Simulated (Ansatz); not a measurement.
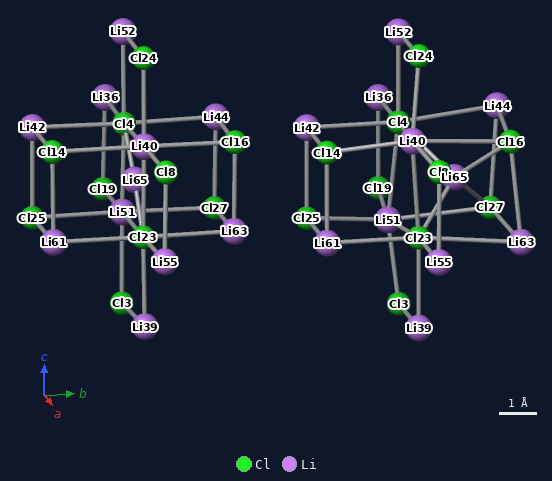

Two geometries of a defect cell of composition Cl32Li33 (cell charge +1), drawn at one scale. One is the start of a relaxation, the other its converged end. The picture is a ball-and-stick view of the atoms within 4.2 Å of the atom that moves most (axes of the cell of the calculation (origin shifted)), seen slightly off an axis.

All numbers below come from DFT, PBEsol, PAW, plane waves in Ansatz. Settings: plane-wave cutoff 420 eV; k-point mesh 1 × 1 × 1; mesh shifted by (0.25, 0.25, 0.25); no spin polarisation; atoms relaxed in a fixed cell; force threshold 0.03 eV/Å; at most 80 steps.

> Which of the two is the end point?

The right one is the relaxed one. The largest move is that of Li65, 1.22 Å along +b. By element the largest moves are Li 1.22 Å, Cl 0.08 Å. The cell doesn't change. Among the contacts that change: Cl27–Li65 3.096 → 2.209 Å, Cl16–Li65 3.059 → 2.213 Å, Li40–Li65 1.786 → 2.624 Å, Li51–Li65 1.834 → 2.625 Å. New bonds form: Cl16–Li65 (3.06 → 2.21 Å), Cl27–Li65 (3.10 → 2.21 Å). Bond angles that change, for instance: Cl4–Li65–Cl23 177.6° → 109.8°, Cl23–Li40–Cl24 179.0° → 164.7°, Cl19–Li51–Cl23 178.7° → 164.4°. Over 9 geometry steps the energy falls by 3.664 eV per cell of the calculation. Largest force component: 2.9 eV/Å at the start, 0.012 eV/Å at the end.

Limits of the set-up: the cell is charged, on a uniform background, and energies carry no finite-size correction.
